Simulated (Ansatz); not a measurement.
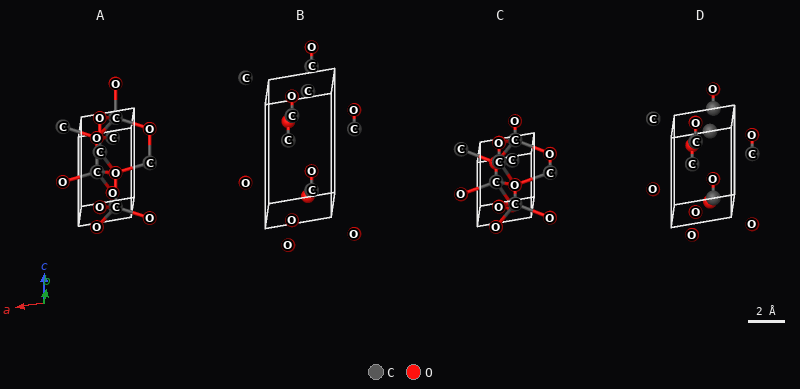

4 geometries from one relaxation of crystalline CO (built on the wurtzite_186 type) (coarse preliminary run), in shuffled order. The picture is a ball-and-stick view of the cell of the calculation, seen from a free direction.

Case: wurtzite type (P6_3mc, No. 186).

The calculation used DFT PBE, scalar-relativistic, plane waves, PAW in Ansatz 0.2.0. Settings: plane-wave cutoff 420 eV; k-point mesh 6 × 6 × 4; occupations gaussian; smearing width 0.1 eV; no spin polarisation; cell and atoms relaxed; force threshold 0.04 eV/Å; at most 70 steps.

Put them in the order of the run, from the start to the converged end.

A, C, D, B. They are steps 0, 7, 13, 33, at +11.005 eV per cell of the calculation, +4.214 eV per cell of the calculation, +0.944 eV per cell of the calculation relative to the last. Over 29 accepted moves (33 points after the start) the energy falls by 11.005 eV per cell of the calculation. Largest force component: 0.35 eV/Å at the start, 0.0065 eV/Å at the end. Pressure: −18.49 GPa at the start and 0.24 GPa at the end. The SCF was repeated 4 times at an unchanged geometry on a basis and grid sized afresh for the cell, which shifted the energy by 0.276 eV per cell of the calculation at most. The largest moves relative to the cell, 0.84 Å, are those of C and O atoms. Largest moves by element: C 0.84 Å, O 0.84 Å. The drawn cell changes as follows: a = b 3.318 → 4.159 Å (+25.3 %), c 5.314 → 7.369 Å (+38.7 %); the volume changes by +117.8 %. Among the contacts that change: C–O 2.016 → 3.502 Å, C–O 2.031 → 1.135 Å. The space group stays P6_3mc (No. 186). The run took 84 s on 1 thread of Arm Neoverse V1, on a shared host, peak memory 0.36 GiB.
